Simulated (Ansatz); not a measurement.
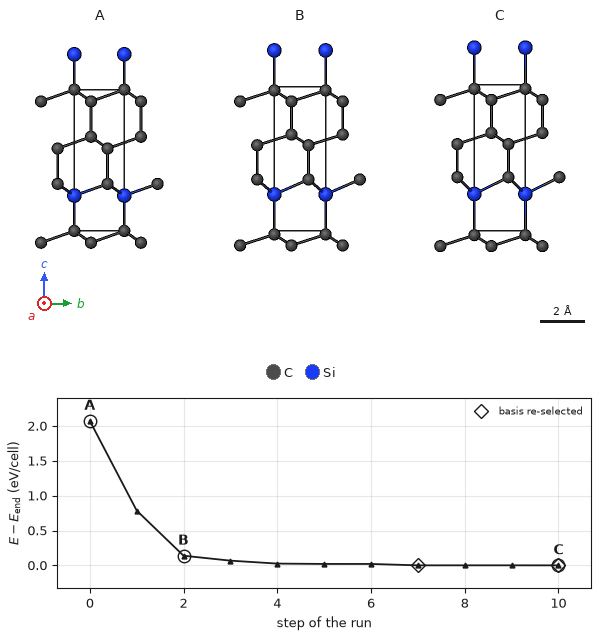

Frames of a relaxation of solid SiC₅ (a generated structure, set up in P3m1), marked on the history of the run. The picture is a ball-and-stick view of the cell of the calculation, seen along the a axis.

The calculation used DFT, PBE, plane waves, PAW (Ansatz). Settings: plane-wave cutoff 420 eV; k-point mesh 12 × 12 × 4; occupations fermi dirac; smearing width 0.02 eV; no spin polarisation; cell and atoms relaxed; force threshold 0.005 eV/Å.

What happens along the run?

A C atom moves most relative to the cell: 0.23 Å along +c. By element the largest moves are C 0.23 Å, Si 0.02 Å. The drawn cell changes as follows: a = b 2.673 → 2.731 Å (+2.2 %), c 6.547 → 6.779 Å (+3.5 %); the volume changes by +8.1 %. Among the contacts that change: C–Si 1.637 → 1.909 Å, C–Si 1.637 → 1.757 Å, C–C 1.637 → 1.535 Å, C–C 1.637 → 1.657 Å. Bond angles that change, for instance: C–Si–C 109.5° → 102.0°, Si–C–Si 109.5° → 102.0°, C–Si–C 109.5° → 116.2°. The space group stays P3m1 (No. 156). After 8 accepted moves (10 points after the start) the energy has fallen by 2.073 eV per cell of the calculation. Largest force component: 9 eV/Å at the start, 0.00036 eV/Å at the end. Pressure: 42.80 GPa at the start and 0.00 GPa at the end. At 2 points the geometry stayed and the basis and grid were re-selected for the new cell (energy shift of 20.0 meV per cell of the calculation at most each time). Cost: 13 s on 4 threads of Arm Neoverse V2, with other jobs on the host, peak memory 0.39 GiB. From step 0 to 2: C atoms move most (0.16 Å), volume +7.5 %, energy −1.935 eV per cell of the calculation. From step 2 to 10: a C atom moves most (0.07 Å), volume +0.6 %, energy −0.138 eV per cell of the calculation.

```csv
step,"E − E(0), meV/atom","largest force component, eV/Å","pressure, GPa","volume, Å³/atom",note
0,0.00,9.0389,42.80,6.750,
1,-214.46,4.3663,21.45,6.956,
2,-322.46,2.2911,3.12,7.257,
3,-334.25,1.4373,1.23,7.222,
4,-341.27,0.3847,0.00,7.295,
5,-342.11,0.0062,-0.14,7.286,
6,-342.13,0.0024,0.03,7.282,
7,-345.47,0.0054,0.65,7.282,"same geometry, new basis"
8,-345.43,0.0052,-0.01,7.298,
9,-345.43,0.0004,0.00,7.298,
10,-345.48,0.0004,0.00,7.298,"same geometry, new basis"
```
